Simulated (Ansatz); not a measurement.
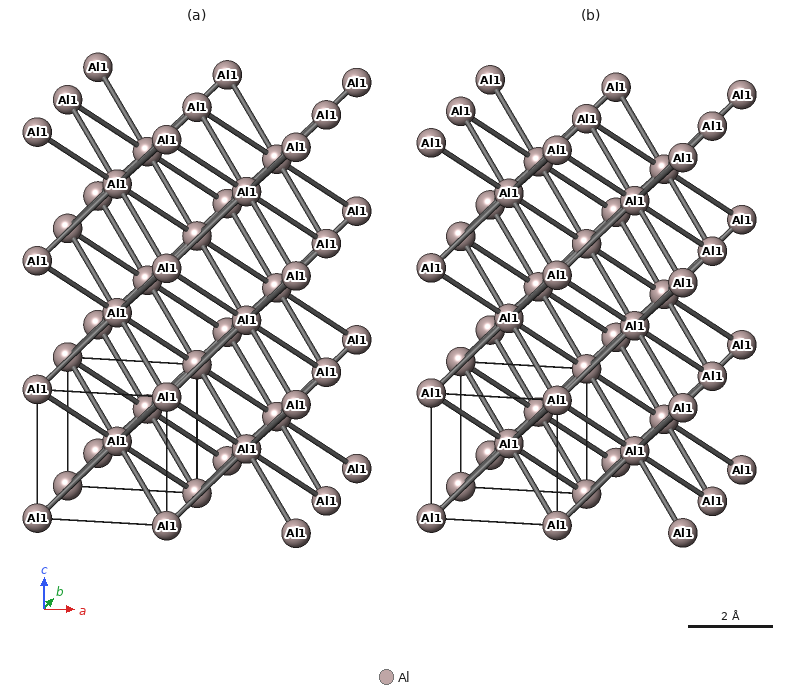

Left: a symmetric starting cell of Al. Right: the same structure after one change, at the same scale. A ball-and-stick model of the conventional cell (2 times the calculation's cell), repeated 2 × 2 × 3 with one cell outlined, seen slightly off an axis. Lengths and directions refer to the drawn axes.

Computed with DFT r2SCAN, scalar-relativistic, plane waves, PAW (Ansatz). Settings: plane-wave cutoff 500 eV; k-point mesh 18 × 18 × 18; occupations gaussian; smearing width 0.1 eV; no spin polarisation.

> What distinguishes the right structure from the left one?

All lengths are scaled by −2.8 % (volume −8.1 %), the atoms keeping their fractional coordinates. No relaxation follows. The starting cell wasn't computed here and needn't be at equilibrium, so pressure and forces aren't due to the change alone.

> How do the computed properties respond?

Near-neighbour distances before and after: Al–Al 2.756 → 2.680 Å. The space group stays Im-3m (No. 229). The pressure is 9.0 GPa (not all of it need come from the change, since the unchanged cell can be under pressure at this level too). All forces vanish by symmetry.
